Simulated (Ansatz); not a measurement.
## One crystal, many levels of theory: P2Ir (P2_1/c)

What gap does each level of theory give for P2Ir (P2_1/c), and in what time?

Method: density functionals, hybrids and G0W0, plane waves, PAW, in Ansatz 0.2.0.

## (1) Set-up

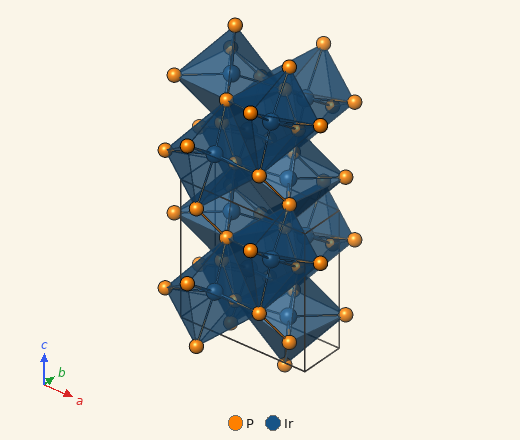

The starting structure, seen slightly off an axis (phosphorus orange, iridium blue). 1×1×2 cells are drawn. Some periodic images of atoms are drawn too.

The cell and positions are those that the Materials Project relaxed with its own functionals (PBE, PBE+U or r2SCAN), kept fixed. At the settings of the band run the largest force is still 0.26 eV/Å. Spin-orbit coupling is left out unless a step names it. The default PAW set here is soft_2. Its files were made with PBE.

## (2) LDA on the 4×4×4 mesh

Levels along a band path and on the mesh show where this functional puts the band edges.

This step: DFT, LDA, plane waves, PAW.

Input file input.yaml:

```yaml
crystal:
  lattice:
    - [5.7723350975, 0.0, 0.0]
    - [0.0, 5.80673151, 0.0]
    - [-2.1284997265, 0.0, 5.4731408836]
  atoms:
    - { symbol: P, position: [0.1580067, 0.88188186, 0.87028772] }
    - { symbol: P, position: [0.8419933, 0.38188186, 0.62971228] }
    - { symbol: P, position: [0.8419933, 0.11811814, 0.12971228] }
    - { symbol: P, position: [0.1580067, 0.61811814, 0.37028772] }
    - { symbol: P, position: [0.33432299, 0.37720527, 0.18854639] }
    - { symbol: P, position: [0.66567701, 0.87720527, 0.31145361] }
    - { symbol: P, position: [0.66567701, 0.62279473, 0.81145361] }
    - { symbol: P, position: [0.33432299, 0.12279473, 0.68854639] }
    - { symbol: Ir, position: [0.27186641, 0.49883041, 0.79157869] }
    - { symbol: Ir, position: [0.72813359, 0.99883041, 0.70842131] }
    - { symbol: Ir, position: [0.72813359, 0.50116959, 0.20842131] }
    - { symbol: Ir, position: [0.27186641, 0.00116959, 0.29157869] }
kpoints:
  mp_grid: { grid: [4, 4, 4] }
  band_path:
    path:
      - [0.0, 0.0, 0.0]
      - [0.0, 0.5, 0.0]
      - [0.0, 0.5, 0.5]
      - [0.0, 0.0, 0.5]
      - [0.0, 0.0, 0.0]
      - [-0.5, 0.0, 0.5]
      - [-0.5, 0.5, 0.5]
      - [0.0, 0.5, 0.0]
      - [-0.5, 0.5, 0.0]
      - [-0.5, 0.0, 0.0]
      - [0.0, 0.0, 0.0]
    npoints: 10
hamiltonian:
  xc: lda
scf:
  occupations: { method: fermi_dirac, width: 0.02 }
  n_extra_bands: 8
output:
  eigenvalues: true
  forces: true
  stress: true
```

Run with:

```console
ansatz run input.yaml --threads 24 --pin off --max-ram 82944MiB --backend cuda --events-out ev --progress --plain --runs-dir out --devices 1 --max-vram 78GiB
```

Numbers of over 12 decimals in the logs are rounded to 6 here.

The program printed:

```text
scf.n_extra_bands = 8 over 54 filled bands (N_el = 108.0): the run solves 62 bands
GPUs: using 1 of 1 available (devices: 1).
Engine: ansatz 0.2.0, aarch64-unknown-linux-gnu
Pseudopotentials: kind: paw
Pseudopotential: P, paw, valence charge 5, recommended cutoff 420 eV (normal), P.paw.azcp
Pseudopotential: Ir, paw, valence charge 17, recommended cutoff 420 eV (normal), Ir.paw.azcp
Functional definition: SPW92
  exchange = slater_x
  correlation = pw_c
device memory: the entry about to start is reckoned to put 4.0 GiB on a device that reports 111.4 GiB free (of which the cap on the GPU budget leaves the run 78.0 GiB)
GPU FFT provider: cuFFT
GPU libraries: cuBLAS 13.8.1, cuFFT 12.4.0, cuSOLVER 12.3.2
GPU matrix products: emulated (plane waves: as basis.precision tells), large ones in fixed point in workspaces of 1.00 GiB
Crystal: 12 atoms, lattice volume = 183.451 Å³
Basis set: ecut = 420 eV, 3599 PW (Γ)
Bands: 62, of which v1, the nominal top of the filled ones, is band 54 counted from 1 (53 counted from 0)
Symmetry: 4 space group operations
Space group: P21/c (ITA 14), of the structure as read, at distance tolerance 5.7e-5 Å
k-points: 30 of 64
Non-local potential: P, projectors of the file, l = 0: 2, l = 1: 2, l = 2: 2
Non-local potential: Ir, projectors of the file, l = 0: 3, l = 1: 2, l = 2: 2, l = 3: 1
PAW form: soft (Blöchl's): semilocal exchange-correlation on the pseudo side does not see the compensation charge
PAW frozen core: P, regenerated for the run's functional, and the local potential with it (the file was generated under x = pbe(κ = 0.804, μ = 0.219515), c = pbe(β = 0.066725))
PAW frozen core: Ir, regenerated for the run's functional, and the local potential with it (the file was generated under x = pbe(κ = 0.804, μ = 0.219515), c = pbe(β = 0.066725))
PAW one-centre angular grid: P, 110 points (default); XC on 64 Gauss nodes
PAW one-centre angular grid: Ir, 590 points (default); XC on 64 Gauss nodes
Initial density: superposition of atomic densities (neutral atoms: chi_scale 0, normalization atom), corrected by the library's trained network
Initial wavefunctions: pseudopotential atomic-orbital guess
GPU buffer pool allocated for 64000 grid points (all kernels)
GPU transforms: local potential and band sums: pruned to the plane-wave sphere, on 40×40×40
Functional: x = slater, c = lda
SCF iter   1: F=—  HF=-52471.018320 eV  |F-HF|=—  |Δ(HF+E_count)|=         —  Δρ=6.84e-3  dr2=5.32e-2  ethr=1.77e-3  ⟨swp⟩=7.5  Hψ=7889  notcnv=0
preconditioner: auto → Resta (q_TF=auto, 2.498 Å⁻¹)  ε∞=10.6  [insulator: Δε(μ)=0.625 eV  Ē_g=7.704 eV  σ=0.020 eV  W_gap=1.00  n_scr=52 (ndim 8)  ℏωp=23.9 eV  f_vac=0.000  D(μ)=0.00/eV (n_scr^D=0)  ε∞_Penn≈10.6]
SCF iter   2: F=—  HF=-52471.008487 eV  |F-HF|=—  |Δ(HF+E_count)|=   9.83e-3  Δρ=3.80e-3  dr2=1.55e-2  ethr=4.93e-5  ⟨swp⟩=2.6  Hψ=2973  notcnv=0  defer=60
SCF iter   3: F=—  HF=-52471.005248 eV  |F-HF|=—  |Δ(HF+E_count)|=   3.24e-3  Δρ=4.14e-4  dr2=3.49e-4  ethr=1.43e-5  ⟨swp⟩=2.1  Hψ=3031  notcnv=0  defer=60
SCF iter   4: F=—  HF=-52471.004743 eV  |F-HF|=—  |Δ(HF+E_count)|=   5.05e-4  Δρ=1.28e-4  dr2=2.12e-5  ethr=3.23e-7  ⟨swp⟩=2.0  Hψ=2730  notcnv=0  defer=60
SCF iter   5: F=—  HF=-52471.004919 eV  |F-HF|=—  |Δ(HF+E_count)|=   1.77e-4  Δρ=2.15e-5  dr2=7.60e-7  ethr=1.96e-8  ⟨swp⟩=2.5  Hψ=2962  notcnv=0  defer=60
SCF iter   6: F=-52471.004919 eV  HF=-52471.004919 eV  |F-HF|=1.81e-8  |Δ(HF+E_count)|=   3.95e-8  Δρ=5.21e-6  dr2=5.96e-8  ethr=9.26e-11  ⟨swp⟩=10.6  Hψ=7723  notcnv=0
SCF 1 converged in 6 iterations: F = -52471.004919 eV  dr2 = 5.96e-8
[...]
concurrent solve slots: 21 of 24 are kept, ahead of what memory takes: no pass of the eigensolver takes more rounds on 21
device memory: the entry about to start is reckoned to put 12.1 GiB on a device that reports 111.4 GiB free (of which the cap on the GPU budget leaves the run 78.0 GiB)
NSCF: frozen V_eff on 101 k-points
SCF converged after 6 iterations
Free energy (F): -52471.004919 eV
Harris-Foulkes:  -52471.004919 eV  (|F-HF|=1.81e-8)
Internal energy: -52471.004919 eV  (E = F + TS)
E sigma→0 (E₀):  -52471.004919 eV
Fermi energy:    14.083144 eV
--- Per-component energies (eV) ---
  E_band       = -822.399189
  E_kinetic    = 3074.107925
  E_local      = -8179.793421  (includes V_loc(G=0)·N_el)
  E_nonlocal   = 591.715185
  E_hartree    = 3205.438081
  E_xc         = -1565.589556
  E_vxc        = -1700.397711  (∫ρ·V_xc dr)
  E_paw        = -40132.715833  (= ΣΔE_a)
  E_vpaw       = -1018.918922  (= ΣTr[D̂ρ^β])
  E_aug_tail   = 0.000227  (compensation charges beyond the density's cutoff)
  E_ewald      = -9466.752748
  E_core_change = 2.585221  (= ΣΔE_core)
  E_smearing   = -0.000000  (= −TS)
  E_closure    = -0.000000  (closes the sum)
  Σ components = -52471.004919   (vs F -52471.004919, Δ=0.00e0)
--- Forces (eV/Å), atoms counted from 1 ---
  atom   1  P     -0.15975170    -0.16662963     0.10208580
  atom   2  P      0.15975170    -0.16662963    -0.10208580
  atom   3  P      0.15975170     0.16662963    -0.10208580
  atom   4  P     -0.15975170     0.16662963     0.10208580
  atom   5  P      0.14839672    -0.18538043    -0.09339278
  atom   6  P     -0.14839672    -0.18538043     0.09339278
  atom   7  P     -0.14839672     0.18538043     0.09339278
  atom   8  P      0.14839672     0.18538043    -0.09339278
  atom   9  Ir     0.05530496     0.02427043     0.04494058
  atom  10  Ir    -0.05530496     0.02427043    -0.04494058
  atom  11  Ir    -0.05530496    -0.02427043    -0.04494058
  atom  12  Ir     0.05530496    -0.02427043     0.04494058
  max |Σ_I F_I| component: 6.25e-17 eV/Å
--- Stress (GPa, compression-positive) ---
       -6.077711       0.000000      -0.507685
        0.000000      -6.045819       0.000000
       -0.507685       0.000000      -6.210054
  P = ⅓ Tr σ = -6.1112 GPa (-61.112 kbar)
--- Band table (eV; the first three rows and the last of 30) ---
  k-point 0: bands = [... 50 lower, 11.7532, 12.1566, 12.3436, 12.4760, 14.3842, 15.1850, 16.1156, 16.5011, ... 4 higher]
  k-point 1: bands = [... 50 lower, 11.9313, 12.0072, 12.5784, 12.9211, 14.6599, 15.1509, 16.1093, 16.2192, ... 4 higher]
  k-point 2: bands = [... 50 lower, 11.9370, 11.9370, 13.3082, 13.3082, 15.1219, 15.1219, 15.8258, 15.8258, ... 4 higher]
  k-point 29: bands = [... 50 lower, 12.9944, 12.9944, 13.7679, 13.7679, 15.3879, 15.3879, 16.1485, 16.1485, ... 4 higher]
```

Elapsed: 1.9 s, on 1 × NVIDIA GB200 (shared by 2 runs) with 24 threads of Arm Neoverse V2, shared host; peak memory 1.1 GiB.

Numbers from this step:

* pressure: -6.111 GPa
* filled bands: 54
* gap: 0.6163 eV
* valence top at: E
* conduction bottom at: Γ
* least direct gap: 1.526 eV

Over mesh and path the gap is 0.616 eV, from k = (-0.500, 0.500, 0.500) to k = Γ. The least direct gap found is 1.526 eV, at k = (0.000, 0.500, 0.500). The pressure in this cell is -6 GPa; the cell is kept.

## (3) LDA+SOC on the 4×4×4 mesh

This run has two-component orbitals with spin-orbit coupling.

This step: DFT, LDA with spin-orbit coupling, plane waves, PAW.

Changes to input.yaml since step 2:

```diff
@@ -26,10 +26,7 @@
       - [0.0, 0.0, 0.5]
-      - [0.0, 0.0, 0.0]
       - [-0.5, 0.0, 0.5]
       - [-0.5, 0.5, 0.5]
-      - [0.0, 0.5, 0.0]
       - [-0.5, 0.5, 0.0]
       - [-0.5, 0.0, 0.0]
-      - [0.0, 0.0, 0.0]
-    npoints: 10
+    npoints: 1
 hamiltonian:
@@ -38,3 +35,6 @@
   occupations: { method: fermi_dirac, width: 0.02 }
-  n_extra_bands: 8
+  n_extra_bands: 16
+magnetization:
+  noncollinear: true
+  spin_orbit: true
 output:
```

The program printed:

```text
[...]
GPUs: using 1 of 1 available (devices: 1).
[...]
non-collinear run that drives no moment, with spin-orbit: no starting moment large enough to seed its density (crystal.atoms[].spin), no starting occupations that ask for one, no magnetisation constraint and no magnetic field, so the semilocal B_xc is pinned to zero
[...]
Crystal: 12 atoms, lattice volume = 183.451 Å³
Basis set: ecut = 420 eV, 3599 PW (Γ)
Bands: 124, of which v1, the nominal top of the filled ones, is band 108 counted from 1 (107 counted from 0)
Symmetry: 4 space group operations + 4 with time reversal
[...]
k-points: 30 of 64
Projection manifold: j_resolved (fully-relativistic pseudo-atomic orbitals)
[...]
SCF iter   1: F=—  HF=-52594.496307 eV  |F-HF|=—  |Δ(HF+E_count)|=         —  Δρ=5.33e-2  dr2=3.32e0  dr2_m=0.00e0 (ungated)  ethr=3.10e-3  |M|=0.00e0 ∫|m|=0.00e0 μB  |m|>n=0.0e0 m-floor=0.0e0 τ_xc=0.0e0  β_m=0.30  ⟨swp⟩=6.1  Hψ=8450  notcnv=0  defer=16
[...]
spin=Noncollinear: Resta preconditioning applied to the charge; magnetization (m_x, m_y, m_z) channels mix plain (no charge-response kernel on spin).
SCF iter   2: F=—  HF=-52594.022311 eV  |F-HF|=—  |Δ(HF+E_count)|=   4.74e-1  Δρ=4.00e-2  dr2=1.90e0  dr2_m=0.00e0 (ungated)  ethr=3.07e-3  |M|=0.00e0 ∫|m|=0.00e0 μB  |m|>n=0.0e0 m-floor=0.0e0 τ_xc=0.0e0  β_m=0.65  ⟨swp⟩=1.0  Hψ=2160  notcnv=0  defer=26
[...]
SCF iter   5: F=—  HF=-52593.389673 eV  |F-HF|=—  |Δ(HF+E_count)|=   3.09e-4  Δρ=4.64e-4  dr2=4.86e-4  dr2_m=0.00e0 (ungated)  ethr=6.04e-6  |M|=0.00e0 ∫|m|=0.00e0 μB  |m|>n=0.0e0 m-floor=0.0e0 τ_xc=0.0e0  β_m=0.91  ⟨swp⟩=2.0  Hψ=2856  notcnv=0  defer=288
[...]
SCF 1 converged in 8 iterations: F = -52593.387616 eV  dr2 = 2.97e-8
[...]
SCF converged after 8 iterations
[...]
```

Wall time 1.8 s (1 × NVIDIA GB200 (shared by 2 runs) with 24 threads); peak memory 1.4 GiB; 12 s of CPU time.

Numbers from this step:

```yaml
pressure: -6.098 GPa
gap: 0.6147 eV
valence_top_at: E
conduction_bottom_at: Γ
least_direct_gap: 1.421 eV
```

Over mesh and listed points the gap is 0.615 eV, from k = (-0.500, 0.500, 0.500) to k = Γ. The least direct gap found is 1.421 eV, at k = (0.000, 0.500, 0.500). The pressure in this cell is -6 GPa; the cell is kept. LDA+SOC against LDA: 0.615 − 0.616 = −0.001 eV, with the same mesh, set of files (read in its fully relativistic form for the spin-orbit run) and cutoff, and both edges at the same k points. The spin-orbit run sees mesh and listed points alone, so its gap is an upper bound: the coupling can move an edge off these points, and the change over the zone, its sign included where it is small, is not known.

## (4) r2SCAN on the 4×4×4 mesh

r2SCAN is a meta-GGA: it depends on the kinetic-energy density as well as on the density and its gradient.

This step: DFT, r2SCAN, plane waves, PAW.

Changes to input.yaml since step 3:

```diff
@@ -32,9 +32,6 @@
 hamiltonian:
-  xc: lda
+  xc: r2scan
 scf:
-  occupations: { method: fermi_dirac, width: 0.02 }
-  n_extra_bands: 16
-magnetization:
-  noncollinear: true
-  spin_orbit: true
+  occupations: { method: fixed }
+  n_extra_bands: 8
 output:
```

The program printed:

```text
[...]
GPUs: using 1 of 1 available (devices: 1).
[...]
GPU FFT provider: cuFFT
GPU libraries: cuBLAS 13.8.1, cuFFT 12.4.0, cuSOLVER 12.3.2
[...]
Crystal: 12 atoms, lattice volume = 183.451 Å³
Basis set: ecut = 500 eV, 4651 PW (Γ), exchange–correlation on 180×180×180 points (64 copies of the dense FFT grid, shifted against one another)
[...]
k-point 0: bands = [... 50 lower, 11.7488, 12.1601, 12.4151, 12.5329, 14.5892, 15.4104, 16.5061, 16.8879, ... 4 higher]
  k-point 1: bands = [... 50 lower, 11.9348, 12.0309, 12.6333, 12.9802, 14.8950, 15.4052, 16.4959, 16.6133, ... 4 higher]
  k-point 2: bands = [... 50 lower, 11.9581, 11.9581, 13.3692, 13.3692, 15.3941, 15.3941, 16.2066, 16.2066, ... 4 higher]
  k-point 29: bands = [... 50 lower, 13.0481, 13.0481, 13.8724, 13.8724, 15.7883, 15.7883, 16.4476, 16.4476, ... 4 higher]
[key lines of the parts left out:]
SCF converged after 7 iterations
Free energy (F): -53878.151527 eV
Fermi energy:    13.872385 eV
P = ⅓ Tr σ = -0.3527 GPa (-3.527 kbar)
```

Run time: 1.6 s. Hardware: 1 × NVIDIA GB200 (shared by 2 runs) with 24 threads; peak memory 1.2 GiB.

Numbers from this step:

| Quantity | Value |
| --- | --- |
| pressure | -0.3527 GPa |
| gap | 0.7169 eV |
| valence top at | E |
| conduction bottom at | Γ |
| least direct gap | 1.709 eV |

Over mesh and listed points the gap is 0.717 eV, from k = (-0.500, 0.500, 0.500) to k = Γ. The least direct gap found is 1.709 eV, at k = (0.000, 0.500, 0.500). r2SCAN against LDA: 0.717 − 0.616 = +0.101 eV. The runs also differ in plane-wave cutoff (420 eV and 500 eV), so how much of this comes from the functional alone is not known.

## (5) HSE06 on the 4×4×4 mesh

HSE06 mixes in a quarter of exact exchange at short range.

This step: DFT, HSE06, plane waves, PAW.

Changes to input.yaml since step 4:

```diff
@@ -32,3 +32,3 @@
 hamiltonian:
-  xc: r2scan
+  xc: hse06
 scf:
@@ -38,3 +38 @@
   eigenvalues: true
-  forces: true
-  stress: true
```

The program printed:

```text
[...]
GPUs: using 1 of 1 available (devices: 1).
[...]
davidson cushion auto → on  (no smearing: the cushion is to keep the highest requested band from converging to the state above it; pin scf.eigensolver.cushion to override)
[...]
Crystal: 12 atoms, lattice volume = 183.451 Å³
Basis set: ecut = 420 eV, 3599 PW (Γ)
Bands: 62, of which v1, the nominal top of the filled ones, is band 54 counted from 1 (53 counted from 0)
[...]
Fermi energy:    13.616611 eV
[...]
--- Band table (eV; the first three rows and the last of 30) ---
  k-point 0: bands = [... 50 lower, 11.2504, 11.5480, 11.9416, 12.0867, 14.7509, 15.6644, 16.6982, 17.1106, ... 4 higher]
  k-point 1: bands = [... 50 lower, 11.3299, 11.5488, 12.1711, 12.6262, 15.0323, 15.6142, 16.6972, 16.8397, ... 4 higher]
  k-point 2: bands = [... 50 lower, 11.5588, 11.5588, 13.0079, 13.0079, 15.5429, 15.5429, 16.4312, 16.4312, ... 4 higher]
  k-point 29: bands = [... 50 lower, 12.7037, 12.7037, 13.6166, 13.6166, 15.9874, 15.9874, 16.6994, 16.6994, ... 4 higher]
[key lines of the parts left out:]
Free energy (F): -53807.692384 eV
```

Elapsed: 12 s, on 1 × NVIDIA GB200 (shared by 2 runs) with 24 threads; peak memory 2.1 GiB; 1.9 min of CPU time.

Numbers from this step:

```
gap                     : 1.134 eV
valence top at          : E
conduction bottom at    : Γ
least direct gap        : 2.174 eV
exact-exchange fraction : 0.25
```

Over mesh and listed points the gap is 1.134 eV, from k = (-0.500, 0.500, 0.500) to k = Γ. The least direct gap found is 2.174 eV, at k = (0.000, 0.500, 0.500). HSE06 against LDA: 1.134 − 0.616 = +0.518 eV, with the same mesh, files and cutoff, and both edges at the same k points.

## (6) PBE0 on the 4×4×4 mesh

PBE0 mixes in a quarter of exact exchange at all distances.

This step: DFT, PBE0, plane waves, PAW.

Changes to input.yaml since step 5:

```diff
@@ -32,3 +32,3 @@
 hamiltonian:
-  xc: hse06
+  xc: pbe0
 scf:
```

The program printed:

```text
[...]
GPUs: using 1 of 1 available (devices: 1).
[...]
Crystal: 12 atoms, lattice volume = 183.451 Å³
Basis set: ecut = 420 eV, 3599 PW (Γ)
Bands: 62, of which v1, the nominal top of the filled ones, is band 54 counted from 1 (53 counted from 0)
Symmetry: 4 space group operations
[...]
k-points: 30 of 64
[...]
Fermi energy:    13.303690 eV
[...]
--- Band table (eV; the first three rows and the last of 30) ---
  k-point 0: bands = [... 50 lower, 10.8740, 11.1661, 11.5846, 11.7126, 15.0887, 16.0135, 17.0619, 17.4795, ... 4 higher]
  k-point 1: bands = [... 50 lower, 10.9409, 11.1810, 11.8057, 12.2775, 15.3761, 15.9590, 17.0599, 17.2038, ... 4 higher]
  k-point 2: bands = [... 50 lower, 11.1989, 11.1989, 12.6666, 12.6666, 15.8900, 15.8900, 16.7890, 16.7890, ... 4 higher]
  k-point 29: bands = [... 50 lower, 12.3587, 12.3587, 13.3037, 13.3037, 16.3254, 16.3254, 17.0629, 17.0629, ... 4 higher]
[key lines of the parts left out:]
Free energy (F): -53798.230706 eV
```

It took 13 s on 1 × NVIDIA GB200 (shared by 2 runs) with 24 threads; peak memory 2.1 GiB.

Numbers from this step:

```
gap                     : 1.785 eV
valence top at          : E
conduction bottom at    : Γ
least direct gap        : 2.846 eV
exact-exchange fraction : 0.25
```

Over mesh and listed points the gap is 1.785 eV, from k = (-0.500, 0.500, 0.500) to k = Γ. The least direct gap found is 2.846 eV, at k = (0.000, 0.500, 0.500). PBE0 against HSE06: 1.785 − 1.134 = +0.651 eV, with the same mesh, files and cutoff, and both edges at the same k points.

(Part 1 of 2 ends here.)

[Paths, hosts, dates, memory and timing lines, banners, echoed tables and standing remarks are left out of the program output.]

[Logs are printed without paths, hosts, clocks, repeated set-up lines and the standing remarks that a program may print on its own settings, such as how far it seeks lower states.]

[Runs of the session that timed out or met a known fault of the program may be left out.]

[Cells called generated may have been cut or substituted from an entry of the Crystallography Open Database or the Materials Project.]

[Hosts, paths, dates, database ids (printed as entryN), source tags and the programs' standing remarks are cut or masked in the printed files.]

[Where an RPA ε∞ is given, it is that of the G0W0 mesh and is not shown converged in it. Names of k-points follow the symmetry that the program found, which can be lower than the space group named. Band edges on a path are those of the sampled points; other points can move an edge, and change direct to indirect where valleys lie close.]

[Hybrid gaps are those of their k-mesh and are not shown converged in it.]
